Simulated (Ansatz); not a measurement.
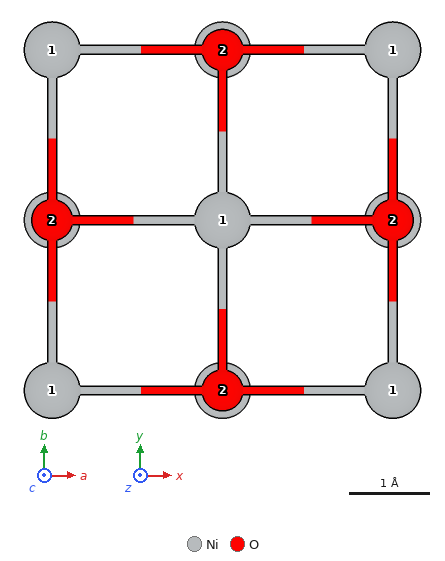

A crystal of NiO (Fm-3m): the cell is strained equally along x and y, with the atoms kept at their fractional coordinates. x, y and z are the Cartesian axes of the input. The picture shows the reference cell. The picture is a ball-and-stick view of the conventional cell (4 times the calculation's cell), seen along the c axis. Lengths and directions refer to the drawn axes.

Level of theory: DFT PBE+U, scalar-relativistic, plane waves, PAW in Ansatz 0.2.0. Set-up: plane-wave cutoff 420 eV; k-point mesh 12 × 12 × 12; occupations gaussian; smearing width 0.05 eV; U Ni 6.2 eV; collinear spin. Energies (free energies at the smearing named) are counted from the relaxed crystal.

Input file:
```yaml
crystal:
  lattice:
    - [0.0, 2.1337134472, 2.1337134472]
    - [2.1337134472, 0.0, 2.1337134472]
    - [2.1337134472, 2.1337134472, 0.0]
  atoms:
    - { symbol: Ni, position: [0.0, 0.0, 0.0], spin: 1.91 }
    - { symbol: O, position: [0.5, 0.5, 0.5], spin: 0.21 }
basis:
  ecutwfc: 420
kpoints:
  mp_grid: { grid: [12, 12, 12] }
hamiltonian:
  xc: pbe
  hubbard: { sites: [{ species: Ni, l: d, u_eff: 6.2 }] }
scf:
  occupations: { method: gaussian, width: 0.05 }
output:
  forces: true
  stress: true
  eigenvalues: true
  populations: true
magnetization:
  spin_polarized: true
```

Run as
```bash
ansatz run input.yaml --threads 1 --pin off --max-ram 2560MiB --backend cpu --events-out ev --progress --plain --runs-dir out
```

What energies does the calculation give (the strain: −0.100, −0.050, 0.000, 0.025, 0.075, 0.100)?

```
strain  E − E(ref) (meV/atom)
−0.100                    394
−0.050                     80
 0.000                      0
 0.025                     15
 0.075                    110
 0.100                    179
```

The lowest computed point lies at the strain 0.00 (0 meV/atom). At the ends of the scan the energy is 394 meV/atom (−0.10) and 179 meV/atom (0.10). The distortion takes the space group from Fm-3m to I4/mmm. At the strain −0.10 the cell of the drawing goes a 4.267 → 3.841 Å, b 4.267 → 3.841 Å.

As a plot:

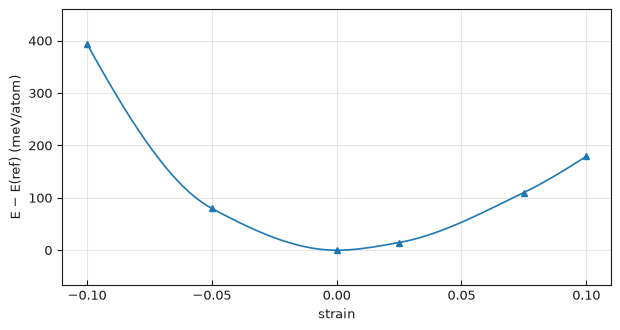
